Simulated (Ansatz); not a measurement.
# Zr₈N₅: what the fields show

Input

```
crystal:
  lattice:
    - [0.018356, 4.595152, -4.595141]
    - [4.613417, 4.613474, -3.3e-05]
    - [4.613451, -1.0e-06, -4.613498]
  atoms:
    - { symbol: Zr, position: [0.2429663847, 0.755885324, 0.2503427122] }
    - { symbol: Zr, position: [0.2429157052, 0.2501230663, 0.2503531368] }
    - { symbol: Zr, position: [0.7582479922, 0.7488653498, 0.2433438256] }
    - { symbol: Zr, position: [0.7695959275, 0.2431557255, 0.2433920962] }
    - { symbol: Zr, position: [0.2316361817, 0.7558126495, 0.7560522861] }
    - { symbol: Zr, position: [0.2429664812, 0.2501134045, 0.7561164673] }
    - { symbol: Zr, position: [0.7582724504, 0.7488687315, 0.7491116793] }
    - { symbol: Zr, position: [0.7582726648, 0.2430963116, 0.7490980454] }
    - { symbol: "N", position: [0.5006030717, 0.9995066222, 0.9997224535] }
    - { symbol: "N", position: [0.0006116296, 0.4995045885, 0.9997161538] }
    - { symbol: "N", position: [0.0006124773, 0.9994797856, 0.9997295717] }
    - { symbol: "N", position: [0.0006193125, 0.4994904672, 0.4997258911] }
    - { symbol: "N", position: [0.0006060575, 0.9994800133, 0.4997273462] }
basis:
  ecutwfc: 420
kpoints:
  mp_grid: { grid: [6, 6, 6] }
hamiltonian:
  xc: pbe
scf:
  occupations: { method: gaussian, width: 0.1 }
  n_extra_bands: 8
output:
  forces: true
  stress: true
  eigenvalues: true
  populations: true
  dos:
    method: { smearing: { sigma: 0.1, scheme: gaussian } }
    projected: true
    de: 0.02
  write_density: true
  write_potential: true
  elf: true
  volumetric_format: npy
```

Launched as:

```sh
ansatz run input.yaml --threads 4 --pin off --max-ram 9216MiB --backend cpu --events-out ev --progress --plain --runs-dir out
```

Below, planes, directions and counts refer to the conventional cell (a = 6.52 Å, b = 6.52 Å, c = 15.89 Å, α = 90.00°, β = 90.00°, γ = 120.00°).

Space group R-3m; a generated structure, not necessarily the stable one; computed without spin polarisation.

Method: Ansatz, DFT PBE, scalar-relativistic, plane waves, PAW.

In a PAW calculation such maps are meaningful between the atoms, not at the nuclei.

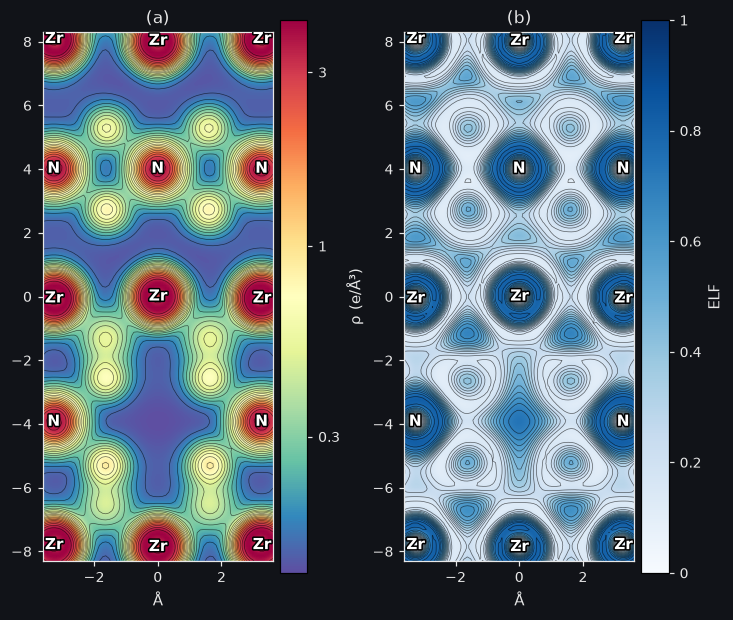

Figure 1. (a) valence pseudo-density; (b) electron localisation function on the (010) plane of the conventional cell.

Read the bonding off the picture.

- The plane passes through Zr and N nuclei.
- Atoms just off the plane (Zr, 0.9 Å away and N, 0.9 Å away) can leave unmarked features too.
- Zr–Zr (3.26 Å): ρ at the midpoint is about 0.17 e/Å³; the ELF is about 0.20 at the midpoint: no localised pair shows between them.
- Between the atoms the lowest density in this plane is 0.13 e/Å³.
- The ELF has a maximum of about 0.75 in the space between the atoms, 2.3 Å from six Zr atoms, on no atom or two-centre bond.
- The features right at Zr lie inside the PAW spheres, where the map follows smoothed inner orbitals and isn't to be read closely.

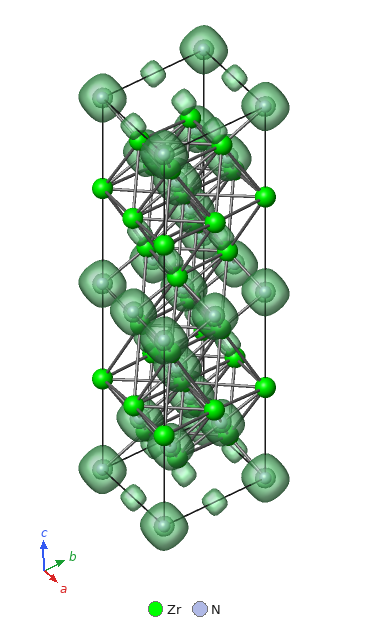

Figure 2. Isosurface of the ELF at 0.65 (green), seen at an oblique angle. Only the valence region is drawn (cores and ρ < 0.01 e/Å³ removed). Sticks mark near contacts.

Describe the localisation domains.

The surface consists of 15 regions wrapped around N (the valence shell of each) and nine pockets between the atoms, centred on no nucleus (multi-centre or interstitial), counted in one cell of 39 atoms. Any copies at cell faces, edges or corners count once. Profiles from the grid: Zr–N (2.25 Å): the ELF peaks at about 0.80 in the valence shell of N, 0.6 Å from its nucleus, and drops to about 0.15 between the two atoms; no localised pair shows between them. Zr–Zr (3.12 Å): the ELF is about 0.15 at the midpoint; no shared electron pair shows on this line.

Does the calculation make it a metal, or give it a gap?

It is gapless in this calculation (a metal or semimetal).
